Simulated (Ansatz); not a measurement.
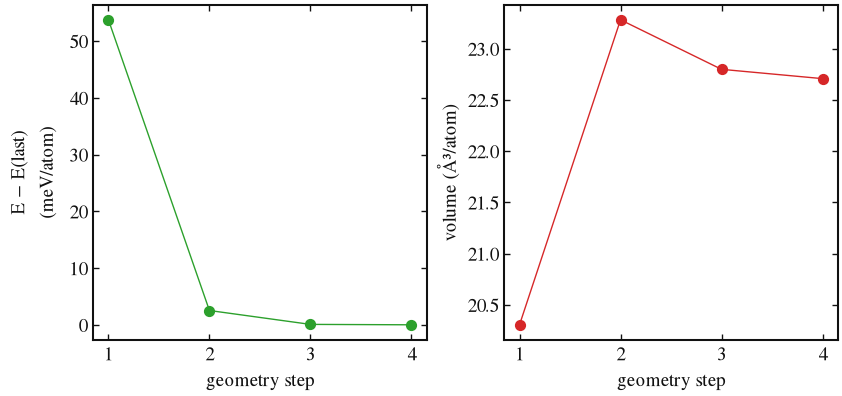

History of a geometry optimisation. Atoms and cell relax. A closing SCF on a freshly chosen basis isn't drawn.

```
crystal:
  lattice:
    - [0.0, 2.728133589, 2.728133589]
    - [2.728133589, 0.0, 2.728133589]
    - [2.728133589, 2.728133589, 0.0]
  atoms:
    - { symbol: Be, position: [0.0, 0.0, 0.0] }
    - { symbol: Te, position: [0.25, 0.25, 0.25] }
basis:
  ecutwfc: 420
kpoints:
  mp_grid: { grid: [8, 8, 8] }
hamiltonian:
  xc: pbe
scf:
  occupations: { method: gaussian, width: 0.02 }
output:
  forces: true
  stress: true
  eigenvalues: true
relax:
  adjacent_minimum: "off"
  f_tol: 0.01
  max_steps: 60
  cell: { stress_tol: 0.1 }
```

Command:
```bash
ansatz run input.yaml --threads 1 --pin off --max-ram 1331MiB --backend cpu --events-out ev --progress --plain --runs-dir out
```

Q: How did it end, and what did it gain?

A: The optimisation met its thresholds at geometry 4, counting the start as the first. The energy fell by about 54 meV/atom from the first step to the last. All forces vanish by symmetry, so only the cell moves.

Q: What happens to the cell?

A: The volume grows from 20.3 to 22.7 Å³ per atom (+12 %), overshooting to 23.3 at step 2. The start was compressed.
